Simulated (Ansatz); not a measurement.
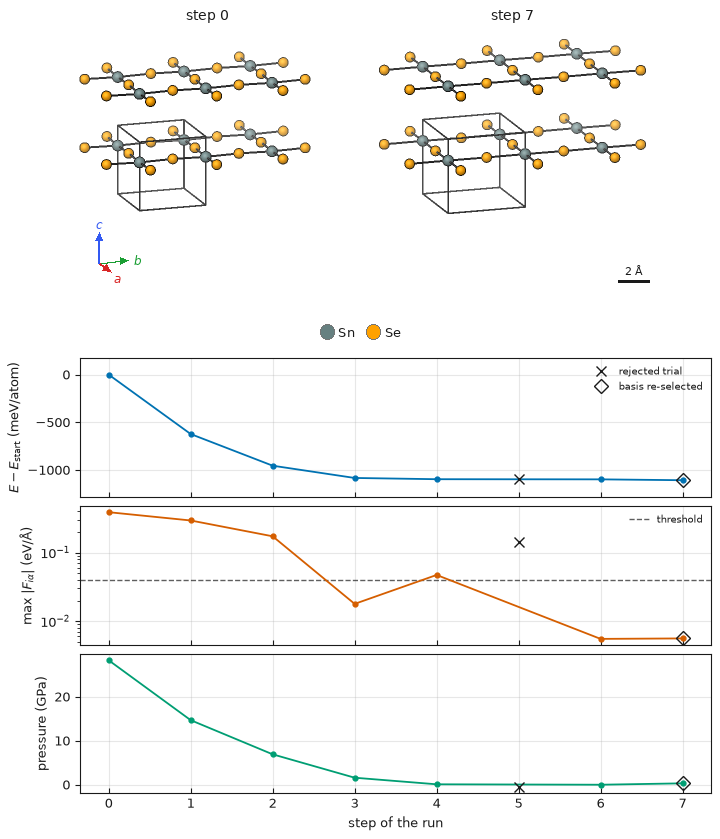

First and last geometry of a relaxation of solid SnSe2 (a generated structure, set up in P4mm) (coarse preliminary run), with the history of the run. The picture is a ball-and-stick view of the cell of the calculation, repeated 1 × 2 × 2 with one cell outlined, seen slightly off an axis.

The calculation used Ansatz 0.2.0, DFT PBE, scalar-relativistic, plane waves, PAW. Settings: plane-wave cutoff 420 eV; k-point mesh 4 × 4 × 4; occupations gaussian; smearing width 0.1 eV; no spin polarisation; cell and atoms relaxed; force threshold 0.04 eV/Å; at most 70 steps.

Read the history and describe the run.

It converged. The largest move relative to the cell is that of the Sn atom, 0.041 Å along +c. Largest moves by element: Sn 0.041 Å, Se 0.020 Å. Cell: a = b 4.558 → 5.303 Å (+16.3 %), c 4.632 → 5.019 Å (+8.4 %). Volume +46.6 %. Among the contacts that change: Se–Se 3.223 → 3.750 Å, Se–Sn 2.280 → 2.651 Å. The space group stays P4mm (No. 99). After 5 accepted moves (7 points after the start) the energy has fallen by 1107 meV per atom. Largest force component: 0.39 eV/Å at the start, 0.0056 eV/Å at the end. The pressure goes from 28.28 to 0.31 GPa. The line search rejected the trial step at point 5 of the run. The SCF was repeated once at an unchanged geometry on a basis and grid sized afresh for the cell, which shifted the energy by 9.1 meV per atom at most.

Limits of the set-up: layers or molecules are held without a dispersion correction, so their spacing is unreliable.
